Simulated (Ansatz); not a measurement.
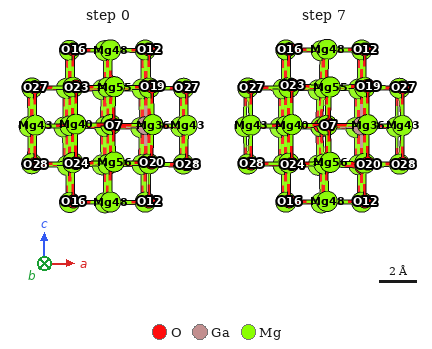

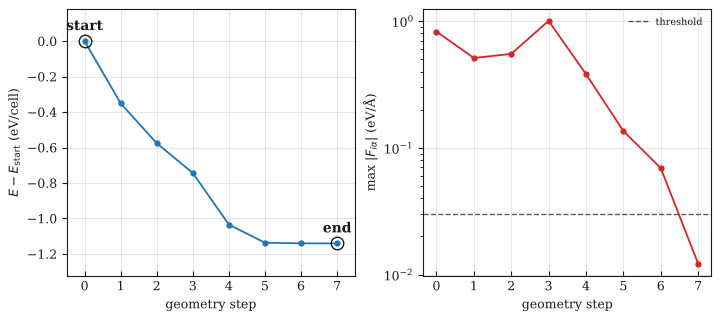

First and last geometry of a relaxation of a defect cell of composition O32Ga2Mg30, with the history of the run. A ball-and-stick model of the atoms within 5.8 Å of the atom that moves most (axes of the cell of the calculation (origin shifted)), seen from a free direction.

Theory: Ansatz, DFT, PBEsol, PAW, plane waves. Set-up: plane-wave cutoff 420 eV; k-point mesh 1 × 1 × 1; mesh shifted by (0.25, 0.25, 0.25); no spin polarisation; atoms relaxed in a fixed cell; force threshold 0.03 eV/Å; at most 80 steps.

Q: What do the curves and the structures tell?

A: It converged. The largest move is that of an O atom, 0.20 Å roughly along −a. Largest moves by element: O 0.20 Å, Mg 0.08 Å, Ga 0.03 Å. The cell doesn't change. Some distances before and after: Ga–O 2.073 → 2.286 Å, Mg–O 2.133 → 1.932 Å, Ga–O 2.095 → 2.280 Å, Mg–O 2.112 → 1.933 Å. Bond angles that change, for instance: O–Mg–O 87.8° → 100.0°, O–Mg–O 89.2° → 100.0°, O–Mg–O 90.3° → 100.0°. After 7 geometry steps the energy has fallen by 1.141 eV per cell of the calculation. The largest force component goes from 0.83 to 0.012 eV/Å.

Limits of the set-up: the periodic images lie only 8.4 Å apart, so the values are limited by the cell's size.
